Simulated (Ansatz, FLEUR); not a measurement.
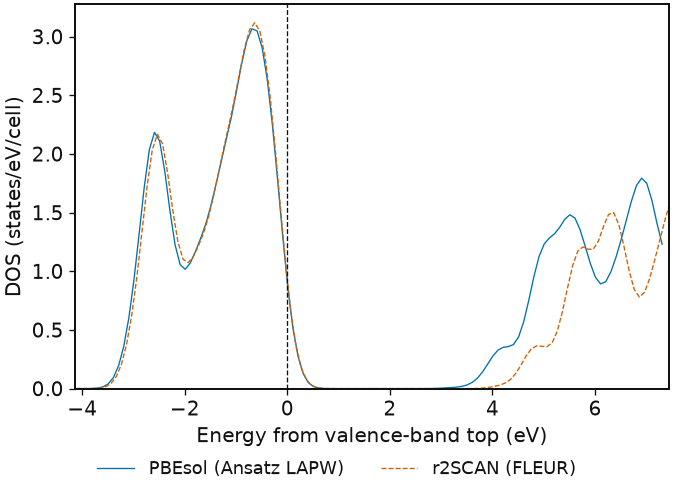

Total densities of states of zincblende MgS, space group F-43m (No. 216), 2 atoms in the primitive cell (cubic a = 5.666 Å), by two methods on the same cell. The DOS curves are built from the levels of the k mesh with Gaussians 0.55 eV wide, which also blur the band edges; ripples of that width can come from the mesh. Each is counted from its own valence-band top.

**How do the methods compare?**

PBEsol (Ansatz LAPW) gives a gap of 3.28 eV and r2SCAN (FLEUR) gives a gap of 4.13 eV.

Settings. PBEsol (Ansatz LAPW): all-electron LAPW, no spin polarisation, no spin-orbit coupling, 8×8×8 k mesh, Fermi-Dirac smearing of 0.05 eV (Ansatz). r2SCAN (FLEUR): all-electron, no spin polarisation, no spin-orbit coupling, 8×8×8 k mesh, Fermi-Dirac smearing of 0.05 eV (FLEUR MaX-R8.1 (later development tree)).

Gaps are the smallest over all k points computed. The two runs differ in program as well. LDA, GGA and most meta-GGA functionals understate gaps. r2SCAN (FLEUR): the meta-GGA is that of a development version, with a GGA for the radial functions and cores and without core tails. The usual form of MgS is rocksalt.
